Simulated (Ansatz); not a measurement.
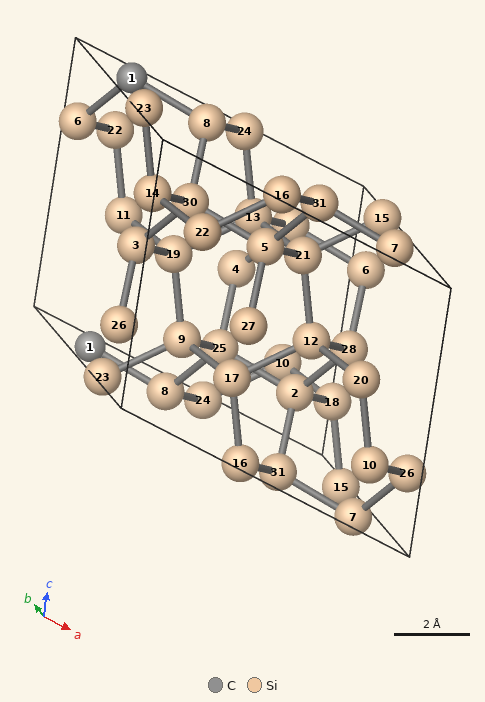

Figure 1. The input geometry (ball-and-stick view of the cell of the calculation, seen slightly off an axis; atoms are numbered from 1 in the order of the input). An atom can appear more than once, as a periodic image. Near neighbours in the periodic cell (some may lie outside the picture): C has 3 Si at 2.36 to 2.38 Å; Si has 4 Si at 2.36 to 2.38 Å; Si has 1 C at 2.36 to 2.38 Å and 3 Si at 2.36 to 2.38 Å; Si has 3 Si at 2.36 to 2.38 Å.

## Geometry relaxation, with input and output: Si30C (part 1 of 3)

The run: geometry relaxation of Si30C (defect cell, 31 atoms in the cell). Method and program: DFT PBE, scalar-relativistic, plane waves, PAW, no spin polarisation (Ansatz 0.2.0).

The structure derives from a Materials Project entry. It belongs to a series of runs on one base structure; here: C after trading places with the vacancy, charge +0, atoms relaxed. Figures and captions count atoms from 1; the log counts them from 0 in places.

### The program's output
```
Engine: ansatz 0.2.0, x86_64-unknown-linux-gnu
Pseudopotentials: kind: paw
Pseudopotential: C, paw, valence charge 4, recommended cutoff 420 eV (normal), C.paw.azcp
Pseudopotential: Si, paw, valence charge 4, recommended cutoff 420 eV (normal), Si.paw.azcp
Functional definition: PBE
  parameter kappa = 0.804
  parameter beta = 0.06672455060314922
  exchange = pbe_x(kappa = kappa, mu = beta*pi^2/3)
  correlation = pbe_c(beta = beta)
Crystal: 31 atoms, lattice volume = 654.080 Å³
Basis set: ecut = 420 eV, 12787 PW (Γ), exchange–correlation on 128×128×144 points (8 copies of the dense FFT grid, shifted against one another)
Bands: 93, of which v1, the nominal top of the filled ones, is band 62 counted from 1 (61 counted from 0)
Symmetry: 1 space group operations
Space group: P1 (ITA 1), of the structure as read, at distance tolerance 8.7e-5 Å
k-points: 4 of 8 (time reversal used)
Non-local potential: C, projectors of the file, l = 0: 2, l = 1: 2, l = 2: 1
Non-local potential: Si, projectors of the file, l = 0: 2, l = 1: 2, l = 2: 2
PAW form: soft (Blöchl's): semilocal exchange-correlation on the pseudo side does not see the compensation charge
PAW one-centre angular grid: C, 110 points (default); XC on 64 Gauss nodes
PAW one-centre angular grid: Si, 110 points (default); XC on 64 Gauss nodes
Initial density: superposition of atomic densities (neutral atoms: chi_scale 0, normalization atom), corrected by the library's trained network
Initial wavefunctions: pseudopotential atomic-orbital guess
Functional: x = pbe(κ = 0.804, μ = 0.2195149727645171), c = pbe(β = 0.06672455060314922)
SCF iter   1: F=—  HF=-19317.430788 eV  |F-HF|=—  |Δ(HF+E_count)|=         —  Δρ=5.30e-3  dr2=4.40e-1  ethr=1.77e-3  ⟨swp⟩=6.0  Hψ=1718  notcnv=0  defer=61
preconditioner: auto → Resta (q_TF=auto, 2.068 Å⁻¹)  ε∞=5.6  [insulator: Δε(μ)=0.047 eV  Ē_g=7.577 eV  σ=0.020 eV  W_gap=0.90  n_scr=92 (ndim 8)  ℏωp=16.2 eV  f_vac=0.000  D(μ)=7.11/eV (n_scr^D=34)  ε∞_Penn≈5.6]
SCF iter   2: F=—  HF=-19317.393387 eV  |F-HF|=—  |Δ(HF+E_count)|=   3.74e-2  Δρ=1.29e-3  dr2=2.38e-2  ethr=3.55e-4  ⟨swp⟩=1.2  Hψ=429  notcnv=0  defer=86
preconditioner: auto → Kerker (q_TF=auto, 2.068 Å⁻¹)  [metal: Δε(μ)=0.013 eV  Ē_g=7.576 eV  σ=0.020 eV  W_gap=0.36  n_scr=92 (ndim 8)  ℏωp=16.2 eV  f_vac=0.000  D(μ)=25.35/eV (n_scr^D=202)]
SCF iter   3: F=—  HF=-19317.392026 eV  |F-HF|=—  |Δ(HF+E_count)|=   1.36e-3  Δρ=7.21e-4  dr2=9.75e-3  ethr=1.92e-5  ⟨swp⟩=2.0  Hψ=304  notcnv=0  defer=100
SCF iter   4: F=—  HF=-19317.391317 eV  |F-HF|=—  |Δ(HF+E_count)|=   7.08e-4  Δρ=1.70e-4  dr2=6.75e-4  ethr=7.87e-6  ⟨swp⟩=2.0  Hψ=424  notcnv=0  defer=100
SCF iter   5: F=—  HF=-19317.391322 eV  |F-HF|=—  |Δ(HF+E_count)|=   5.31e-6  Δρ=7.08e-5  dr2=9.95e-5  ethr=5.45e-7  ⟨swp⟩=3.0  Hψ=501  notcnv=0  defer=100
SCF iter   6: F=—  HF=-19317.391325 eV  |F-HF|=—  |Δ(HF+E_count)|=   2.49e-6  Δρ=2.64e-5  dr2=1.02e-5  ethr=8.02e-8  ⟨swp⟩=3.0  Hψ=475  notcnv=0  defer=100
SCF iter   7: F=-19317.391326 eV  HF=-19317.391327 eV  |F-HF|=8.32e-7  |Δ(HF+E_count)|=   2.15e-6  Δρ=1.08e-5  dr2=1.82e-6  ethr=8.06e-9  ⟨swp⟩=15.2  Hψ=2386  notcnv=0
SCF 1 converged in 7 iterations: F = -19317.391326 eV  dr2 = 1.82e-6
  greatest PAW one-centre occupation: 0.695 electrons in one spin orbital (limit 2), on the C atom at site 0 (counted from 0), in its partial waves of l = 0
relax step   1: F+E_penalty+E_count = -19317.39132630 eV  Δ(F+E_penalty+E_count) = +0.000e0 eV  max|allowed force component| = 2.366e0 eV/Å  Δτ_max = 0.0000 Å  (7 SCF iters, dr2 threshold 1.00e-5 eV, accepted)
Initial density: handed on by an earlier stage of this run
Initial wavefunctions: those handed on with the density
iter 1 solved again at ethr=1.52e-3 eV; its pass at ethr=3.10e-3 eV (dr2=1.89e0 eV) is discarded
SCF iter   1: F=—  HF=-19319.316626 eV  |F-HF|=—  |Δ(HF+E_count)|=         —  Δρ=1.33e-2  dr2=2.14e0  ethr=1.52e-3  ⟨swp⟩=1.0  Hψ=1373  notcnv=0  defer=79
preconditioner: auto → Resta (q_TF=auto, 2.068 Å⁻¹)  ε∞=5.5  [insulator: Δε(μ)=0.096 eV  Ē_g=7.609 eV  σ=0.020 eV  W_gap=1.00  n_scr=92 (ndim 8)  ℏωp=16.2 eV  f_vac=0.000  D(μ)=0.09/eV (n_scr^D=0)  ε∞_Penn≈5.5]
SCF iter   2: F=—  HF=-19319.090414 eV  |F-HF|=—  |Δ(HF+E_count)|=   2.26e-1  Δρ=4.45e-3  dr2=1.45e-1  ethr=1.52e-3  ⟨swp⟩=2.0  Hψ=358  notcnv=0  defer=79
SCF iter   3: F=—  HF=-19319.063942 eV  |F-HF|=—  |Δ(HF+E_count)|=   2.65e-2  Δρ=1.58e-3  dr2=1.73e-2  ethr=1.17e-4  ⟨swp⟩=2.8  Hψ=445  notcnv=0  defer=99
SCF iter   4: F=—  HF=-19319.062986 eV  |F-HF|=—  |Δ(HF+E_count)|=   9.57e-4  Δρ=3.16e-4  dr2=1.22e-3  ethr=1.40e-5  ⟨swp⟩=2.0  Hψ=583  notcnv=0  defer=99
iter 5 did not close the SCF: its close was put off for the readings that it lacked (scf_convergence_deferred on its scf_iter line)
SCF iter   5: F=-19319.063076 eV  HF=-19319.063077 eV  |F-HF|=3.42e-7  |Δ(HF+E_count)|=   9.11e-5  Δρ=9.08e-5  dr2=7.05e-5  ethr=9.80e-7  ⟨swp⟩=2.5  Hψ=402  notcnv=0  defer=99
SCF iter   6: F=-19319.063104 eV  HF=-19319.063103 eV  |F-HF|=2.87e-7  |Δ(HF+E_count)|=   2.67e-5  Δρ=1.96e-5  dr2=6.17e-6  ethr=5.69e-8  ⟨swp⟩=13.2  Hψ=2152  notcnv=0
SCF 2 converged in 6 iterations: F = -19319.063104 eV  dr2 = 6.17e-6
  greatest PAW one-centre occupation: 0.655 electrons in one spin orbital (limit 2), on the Si atom at site 25 (counted from 0), in its partial waves of l = 0
relax step   2: F+E_penalty+E_count = -19319.06310357 eV  Δ(F+E_penalty+E_count) = -1.672e0 eV  max|allowed force component| = 1.825e0 eV/Å  Δτ_max = 0.1964 Å  (6 SCF iters, dr2 threshold 1.00e-4 eV, accepted)
iter 1 solved again at ethr=1.70e-3 eV; its pass at ethr=3.10e-3 eV (dr2=2.11e0 eV) is discarded
SCF iter   1: F=—  HF=-19320.257000 eV  |F-HF|=—  |Δ(HF+E_count)|=         —  Δρ=1.42e-2  dr2=2.19e0  ethr=1.70e-3  ⟨swp⟩=1.0  Hψ=1376  notcnv=0  defer=70
preconditioner: auto → Resta (q_TF=auto, 2.068 Å⁻¹)  ε∞=5.5  [insulator: Δε(μ)=0.110 eV  Ē_g=7.646 eV  σ=0.020 eV  W_gap=1.00  n_scr=92 (ndim 8)  ℏωp=16.2 eV  f_vac=0.000  D(μ)=0.01/eV (n_scr^D=0)  ε∞_Penn≈5.5]
SCF iter   2: F=—  HF=-19319.916265 eV  |F-HF|=—  |Δ(HF+E_count)|=   3.41e-1  Δρ=4.67e-3  dr2=1.83e-1  ethr=1.70e-3  ⟨swp⟩=2.0  Hψ=543  notcnv=0  defer=70
SCF iter   3: F=—  HF=-19319.885779 eV  |F-HF|=—  |Δ(HF+E_count)|=   3.05e-2  Δρ=1.26e-3  dr2=7.92e-3  ethr=1.48e-4  ⟨swp⟩=2.8  Hψ=638  notcnv=0  defer=95
SCF iter   4: F=—  HF=-19319.885922 eV  |F-HF|=—  |Δ(HF+E_count)|=   1.43e-4  Δρ=2.68e-4  dr2=6.12e-4  ethr=6.38e-6  ⟨swp⟩=2.0  Hψ=572  notcnv=0  defer=95
SCF iter   5: F=—  HF=-19319.886035 eV  |F-HF|=—  |Δ(HF+E_count)|=   1.14e-4  Δρ=5.56e-5  dr2=6.14e-5  ethr=4.94e-7  ⟨swp⟩=2.0  Hψ=525  notcnv=0  defer=95
SCF iter   6: F=-19319.886060 eV  HF=-19319.886058 eV  |F-HF|=2.17e-6  |Δ(HF+E_count)|=   2.27e-5  Δρ=1.82e-5  dr2=3.62e-6  ethr=4.95e-8  ⟨swp⟩=14.5  Hψ=2028  notcnv=0
SCF 3 converged in 6 iterations: F = -19319.886060 eV  dr2 = 3.62e-6
  greatest PAW one-centre occupation: 0.656 electrons in one spin orbital (limit 2), on the Si atom at site 25 (counted from 0), in its partial waves of l = 0
relax step   3: F+E_penalty+E_count = -19319.88606008 eV  Δ(F+E_penalty+E_count) = -8.230e-1 eV  max|allowed force component| = 4.428e-1 eV/Å  Δτ_max = 0.1949 Å  (6 SCF iters, dr2 threshold 1.00e-4 eV, accepted)
iter 1 solved again at ethr=1.21e-4 eV; its pass at ethr=3.10e-3 eV (dr2=1.50e-1 eV) is discarded
SCF iter   1: F=—  HF=-19320.021227 eV  |F-HF|=—  |Δ(HF+E_count)|=         —  Δρ=5.09e-3  dr2=1.89e-1  ethr=1.21e-4  ⟨swp⟩=1.5  Hψ=1312  notcnv=0  defer=98
eigensolver tolerance schedule calibrated: the retry pair's looser diagonalisation under-reported the residual by θ = 0.21 (0.15/decade); ethr = c·dr2/N_el runs at the constant in force after the calibration composes with the one it found (an armed cap, an earlier calibration), c = 4.7e-2
preconditioner: auto → Resta (q_TF=auto, 2.068 Å⁻¹)  ε∞=5.5  [insulator: Δε(μ)=0.106 eV  Ē_g=7.638 eV  σ=0.020 eV  W_gap=1.00  n_scr=92 (ndim 8)  ℏωp=16.2 eV  f_vac=0.000  D(μ)=0.02/eV (n_scr^D=0)  ε∞_Penn≈5.5]
SCF iter   2: F=—  HF=-19319.989014 eV  |F-HF|=—  |Δ(HF+E_count)|=   3.22e-2  Δρ=2.53e-3  dr2=3.74e-2  ethr=7.16e-5  ⟨swp⟩=2.2  Hψ=549  notcnv=0  defer=98
SCF iter   3: F=—  HF=-19319.982986 eV  |F-HF|=—  |Δ(HF+E_count)|=   6.03e-3  Δρ=4.43e-4  dr2=1.34e-3  ethr=1.42e-5  ⟨swp⟩=2.2  Hψ=549  notcnv=0  defer=98
SCF iter   4: F=—  HF=-19319.983279 eV  |F-HF|=—  |Δ(HF+E_count)|=   2.92e-4  Δρ=1.06e-4  dr2=9.26e-5  ethr=5.07e-7  ⟨swp⟩=2.8  Hψ=541  notcnv=0  defer=98
iter 5 did not close the SCF: its close was put off for the readings that it lacked (scf_convergence_deferred on its scf_iter line)
SCF iter   5: F=-19319.983312 eV  HF=-19319.983308 eV  |F-HF|=3.34e-6  |Δ(HF+E_count)|=   2.98e-5  Δρ=2.30e-5  dr2=5.15e-6  ethr=3.51e-8  ⟨swp⟩=2.0  Hψ=548  notcnv=0  defer=98
SCF iter   6: F=-19319.983313 eV  HF=-19319.983313 eV  |F-HF|=2.11e-7  |Δ(HF+E_count)|=   4.33e-6  Δρ=5.82e-6  dr2=4.62e-7  ethr=1.95e-9  ⟨swp⟩=11.8  Hψ=2134  notcnv=0
SCF 4 converged in 6 iterations: F = -19319.983313 eV  dr2 = 4.62e-7
relax step   4: F+E_penalty+E_count = -19319.98331301 eV  Δ(F+E_penalty+E_count) = -9.725e-2 eV  max|allowed force component| = 2.194e-1 eV/Å  Δτ_max = 0.1762 Å  (6 SCF iters, dr2 threshold 1.23e-5 eV, accepted)
SCF iter   1: F=—  HF=-19319.996683 eV  |F-HF|=—  |Δ(HF+E_count)|=         —  Δρ=1.10e-3  dr2=1.12e-2  ethr=7.42e-5  ⟨swp⟩=3.0  Hψ=755  notcnv=0  defer=100
preconditioner: auto → Resta (q_TF=auto, 2.068 Å⁻¹)  ε∞=5.5  [insulator: Δε(μ)=0.108 eV  Ē_g=7.623 eV  σ=0.020 eV  W_gap=1.00  n_scr=92 (ndim 8)  ℏωp=16.2 eV  f_vac=0.000  D(μ)=0.02/eV (n_scr^D=0)  ε∞_Penn≈5.5]
SCF iter   2: F=—  HF=-19319.994801 eV  |F-HF|=—  |Δ(HF+E_count)|=   1.88e-3  Δρ=5.38e-4  dr2=2.09e-3  ethr=9.02e-6  ⟨swp⟩=1.5  Hψ=430  notcnv=0  defer=100
SCF iter   3: F=—  HF=-19319.994627 eV  |F-HF|=—  |Δ(HF+E_count)|=   1.74e-4  Δρ=9.15e-5  dr2=4.68e-5  ethr=1.68e-6  ⟨swp⟩=2.0  Hψ=520  notcnv=0  defer=100
iter 4 did not close the SCF: its close was put off for the readings that it lacked (scf_convergence_deferred on its scf_iter line)
SCF iter   4: F=-19319.994632 eV  HF=-19319.994632 eV  |F-HF|=2.08e-7  |Δ(HF+E_count)|=   4.79e-6  Δρ=1.39e-5  dr2=1.75e-6  ethr=3.77e-8  ⟨swp⟩=3.0  Hψ=524  notcnv=0  defer=100
iter 5 did not close the SCF: its close was put off for the readings that it lacked (scf_convergence_deferred on its scf_iter line)
SCF iter   5: F=-19319.994632 eV  HF=-19319.994632 eV  |F-HF|=4.48e-8  |Δ(HF+E_count)|=   6.49e-7  Δρ=3.90e-6  dr2=1.81e-7  ethr=1.41e-9  ⟨swp⟩=2.2  Hψ=458  notcnv=0  defer=100
SCF iter   6: F=-19319.994632 eV  HF=-19319.994632 eV  |F-HF|=5.49e-9  |Δ(HF+E_count)|=   1.08e-7  Δρ=1.38e-6  dr2=2.84e-8  ethr=1.46e-10  ⟨swp⟩=10.2  Hψ=1768  notcnv=0
SCF 5 converged in 6 iterations: F = -19319.994632 eV  dr2 = 2.84e-8
relax step   5: F+E_penalty+E_count = -19319.99463244 eV  Δ(F+E_penalty+E_count) = -1.132e-2 eV  max|allowed force component| = 9.669e-2 eV/Å  Δτ_max = 0.0319 Å  (6 SCF iters, dr2 threshold 3.01e-6 eV, accepted)
SCF iter   1: F=—  HF=-19320.001732 eV  |F-HF|=—  |Δ(HF+E_count)|=         —  Δρ=1.40e-3  dr2=1.55e-2  ethr=2.36e-4  ⟨swp⟩=3.2  Hψ=832  notcnv=0  defer=100
preconditioner: auto → Resta (q_TF=auto, 2.068 Å⁻¹)  ε∞=5.5  [insulator: Δε(μ)=0.105 eV  Ē_g=7.621 eV  σ=0.020 eV  W_gap=1.00  n_scr=92 (ndim 8)  ℏωp=16.2 eV  f_vac=0.000  D(μ)=0.03/eV (n_scr^D=0)  ε∞_Penn≈5.5]
SCF iter   2: F=—  HF=-19319.999576 eV  |F-HF|=—  |Δ(HF+E_count)|=   2.16e-3  Δρ=7.52e-4  dr2=3.62e-3  ethr=1.25e-5  ⟨swp⟩=1.2  Hψ=429  notcnv=0  defer=100
SCF iter   3: F=—  HF=-19319.999209 eV  |F-HF|=—  |Δ(HF+E_count)|=   3.67e-4  Δρ=1.16e-4  dr2=1.12e-4  ethr=2.92e-6  ⟨swp⟩=2.8  Hψ=510  notcnv=0  defer=100
SCF iter   4: F=—  HF=-19319.999378 eV  |F-HF|=—  |Δ(HF+E_count)|=   1.69e-4  Δρ=3.55e-5  dr2=1.63e-5  ethr=9.03e-8  ⟨swp⟩=2.5  Hψ=478  notcnv=0  defer=100
iter 5 did not close the SCF: its close was put off for the readings that it lacked (scf_convergence_deferred on its scf_iter line)
SCF iter   5: F=-19319.999379 eV  HF=-19319.999379 eV  |F-HF|=3.10e-7  |Δ(HF+E_count)|=   5.59e-7  Δρ=7.16e-6  dr2=5.11e-7  ethr=1.31e-8  ⟨swp⟩=2.0  Hψ=340  notcnv=0  defer=100
SCF iter   6: F=-19319.999379 eV  HF=-19319.999379 eV  |F-HF|=1.93e-8  |Δ(HF+E_count)|=   3.88e-7  Δρ=1.89e-6  dr2=3.63e-8  ethr=4.12e-10  ⟨swp⟩=10.8  Hψ=2046  notcnv=0
SCF 6 converged in 6 iterations: F = -19319.999379 eV  dr2 = 3.63e-8
  greatest PAW one-centre occupation: 0.657 electrons in one spin orbital (limit 2), on the Si atom at site 25 (counted from 0), in its partial waves of l = 0
relax step   6: F+E_penalty+E_count = -19319.99937897 eV  Δ(F+E_penalty+E_count) = -4.747e-3 eV  max|allowed force component| = 7.124e-2 eV/Å  Δτ_max = 0.0824 Å  (6 SCF iters, dr2 threshold 1.82e-6 eV, accepted)
SCF iter   1: F=—  HF=-19320.003201 eV  |F-HF|=—  |Δ(HF+E_count)|=         —  Δρ=7.00e-4  dr2=7.77e-3  ethr=2.28e-5  ⟨swp⟩=3.2  Hψ=999  notcnv=0  defer=100
preconditioner: auto → Resta (q_TF=auto, 2.068 Å⁻¹)  ε∞=5.5  [insulator: Δε(μ)=0.105 eV  Ē_g=7.619 eV  σ=0.020 eV  W_gap=1.00  n_scr=92 (ndim 8)  ℏωp=16.2 eV  f_vac=0.000  D(μ)=0.03/eV (n_scr^D=0)  ε∞_Penn≈5.5]
SCF iter   2: F=—  HF=-19320.002286 eV  |F-HF|=—  |Δ(HF+E_count)|=   9.15e-4  Δρ=3.27e-4  dr2=1.05e-3  ethr=6.27e-6  ⟨swp⟩=1.0  Hψ=428  notcnv=0  defer=100
SCF iter   3: F=—  HF=-19320.002176 eV  |F-HF|=—  |Δ(HF+E_count)|=   1.10e-4  Δρ=9.05e-5  dr2=5.86e-5  ethr=8.48e-7  ⟨swp⟩=2.5  Hψ=394  notcnv=0  defer=100
SCF iter   4: F=—  HF=-19320.002335 eV  |F-HF|=—  |Δ(HF+E_count)|=   1.59e-4  Δρ=1.61e-5  dr2=2.45e-6  ethr=4.73e-8  ⟨swp⟩=2.8  Hψ=505  notcnv=0  defer=100
iter 5 did not close the SCF: its close was put off for the readings that it lacked (scf_convergence_deferred on its scf_iter line)
SCF iter   5: F=-19320.002335 eV  HF=-19320.002335 eV  |F-HF|=5.46e-8  |Δ(HF+E_count)|=   2.78e-7  Δρ=3.86e-6  dr2=1.24e-7  ethr=1.98e-9  ⟨swp⟩=2.5  Hψ=520  notcnv=0  defer=100
SCF iter   6: F=-19320.002335 eV  HF=-19320.002335 eV  |F-HF|=6.59e-9  |Δ(HF+E_count)|=   8.07e-8  Δρ=8.69e-7  dr2=8.75e-9  ethr=9.99e-11  ⟨swp⟩=9.8  Hψ=1772  notcnv=0
SCF 7 converged in 6 iterations: F = -19320.002335 eV  dr2 = 8.75e-9
relax step   7: F+E_penalty+E_count = -19320.00233508 eV  Δ(F+E_penalty+E_count) = -2.956e-3 eV  max|allowed force component| = 2.629e-2 eV/Å  Δτ_max = 0.0226 Å  (6 SCF iters, dr2 threshold 9.85e-7 eV, accepted)
SCF iter   1: F=—  HF=-19320.002629 eV  |F-HF|=—  |Δ(HF+E_count)|=         —  Δρ=3.03e-4  dr2=1.09e-3  ethr=1.17e-5  ⟨swp⟩=3.2  Hψ=714  notcnv=0  defer=100
preconditioner: auto → Resta (q_TF=auto, 2.068 Å⁻¹)  ε∞=5.5  [insulator: Δε(μ)=0.103 eV  Ē_g=7.619 eV  σ=0.020 eV  W_gap=1.00  n_scr=92 (ndim 8)  ℏωp=16.2 eV  f_vac=0.000  D(μ)=0.04/eV (n_scr^D=0)  ε∞_Penn≈5.5]
SCF iter   2: F=—  HF=-19320.002518 eV  |F-HF|=—  |Δ(HF+E_count)|=   1.10e-4  Δρ=1.48e-4  dr2=1.54e-4  ethr=8.77e-7  ⟨swp⟩=1.0  Hψ=428  notcnv=0  defer=100
SCF iter   3: F=—  HF=-19320.002494 eV  |F-HF|=—  |Δ(HF+E_count)|=   2.44e-5  Δρ=3.90e-5  dr2=1.02e-5  ethr=1.24e-7  ⟨swp⟩=3.0  Hψ=468  notcnv=0  defer=100
SCF iter   4: F=—  HF=-19320.002675 eV  |F-HF|=—  |Δ(HF+E_count)|=   1.81e-4  Δρ=5.71e-6  dr2=2.71e-7  ethr=8.26e-9  ⟨swp⟩=2.8  Hψ=520  notcnv=0  defer=100
iter 5 did not close the SCF: its close was put off for the readings that it lacked (scf_convergence_deferred on its scf_iter line)
SCF iter   5: F=-19320.002675 eV  HF=-19320.002675 eV  |F-HF|=8.52e-9  |Δ(HF+E_count)|=   5.06e-8  Δρ=1.49e-6  dr2=1.89e-8  ethr=2.18e-10  ⟨swp⟩=3.0  Hψ=525  notcnv=0  defer=100
SCF iter   6: F=-19320.002675 eV  HF=-19320.002675 eV  |F-HF|=8.84e-10  |Δ(HF+E_count)|=   1.25e-8  Δρ=3.31e-7  dr2=1.34e-9  ethr=1.52e-11  ⟨swp⟩=8.0  Hψ=1706  notcnv=0
SCF 8 converged in 6 iterations: F = -19320.002675 eV  dr2 = 1.34e-9
relax step   8: F+E_penalty+E_count = -19320.00267494 eV  Δ(F+E_penalty+E_count) = -3.399e-4 eV  max|allowed force component| = 1.152e-2 eV/Å  Δτ_max = 0.0096 Å  (6 SCF iters, accepted)
```

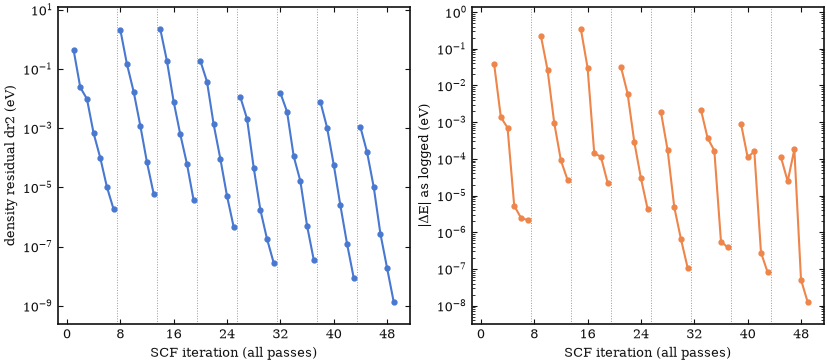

Figure 2. Convergence of the self-consistent field: density residual dr2 and size of the energy change against the SCF iteration. The dotted lines part the SCF passes of the relaxation: geometry steps, rejected trials and re-solves on a re-selected basis. The 8 passes take 6 to 7 iterations each, 49 in all.
